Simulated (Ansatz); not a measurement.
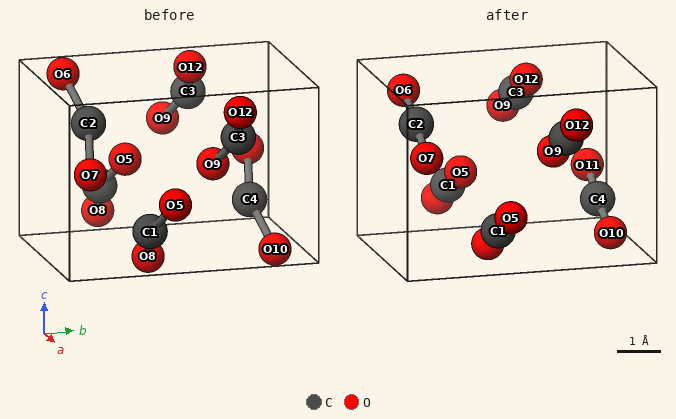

The structure of crystalline CO2 (set up in Pbcn) before (left) and after (right) a relaxation, at one scale.

Style: ball-and-stick. Shown: the cell of the calculation, slightly off an axis.

All numbers below come from DFT, r2SCAN, plane-wave PAW, default files, scalar-relativistic in Ansatz.

Input file:
```yaml
crystal:
  lattice:
    - [4.3441, 0.0, 0.0]
    - [0.0, 6.111, 0.0]
    - [0.0, 0.0, 4.285]
  atoms:
    - { symbol: C, position: [0.0, 0.323, 0.25] }
    - { symbol: C, position: [0.5, 0.177, 0.75] }
    - { symbol: C, position: [0.0, 0.677, 0.75] }
    - { symbol: C, position: [0.5, 0.823, 0.25] }
    - { symbol: O, position: [0.272, 0.37, 0.467] }
    - { symbol: O, position: [0.228, 0.13, 0.967] }
    - { symbol: O, position: [0.772, 0.13, 0.533] }
    - { symbol: O, position: [0.728, 0.37, 0.033] }
    - { symbol: O, position: [0.728, 0.63, 0.533] }
    - { symbol: O, position: [0.772, 0.87, 0.033] }
    - { symbol: O, position: [0.228, 0.87, 0.467] }
    - { symbol: O, position: [0.272, 0.63, 0.967] }
kpoints:
  mp_grid: { grid: [6, 5, 6] }
scf:
  occupations: { method: fermi_dirac, width: 0.01 }
hamiltonian:
  xc: r2scan
  pseudopotentials: { kind: paw }
output:
  forces: true
  stress: true
  populations: true
  efg: { quadrupole_moments_barn: { O: -0.02558 }, contact_densities: true }
relax:
  f_tol: 0.02
  max_steps: 60
```

Command:
```bash
ansatz run input.yaml --threads 1 --pin off --max-ram 3072MiB --backend cpu --events-out ev --progress --plain --runs-dir out
```

Describe what moved and what it gained.

Answer. The largest moves, 0.40 Å, are those of 8 atoms (O5, O6, O7, O8 and others). O6 goes along [1 0 −2]. Largest moves by element: O 0.40 Å, C 0.25 Å. The cell stays as it was. Near-neighbour distances that change, for instance: C1–O6 1.960 → 2.417 Å, C1–O5 1.531 → 1.154 Å. Among the angles between lasting bonds that change: O6–C2–O7 158.4° → 176.9°. The space group stays Pbcn (No. 60). After 7 geometry steps the energy has fallen by 2102 meV per atom. Largest force component: 6.2 eV/Å at the start, 0.014 eV/Å at the end.
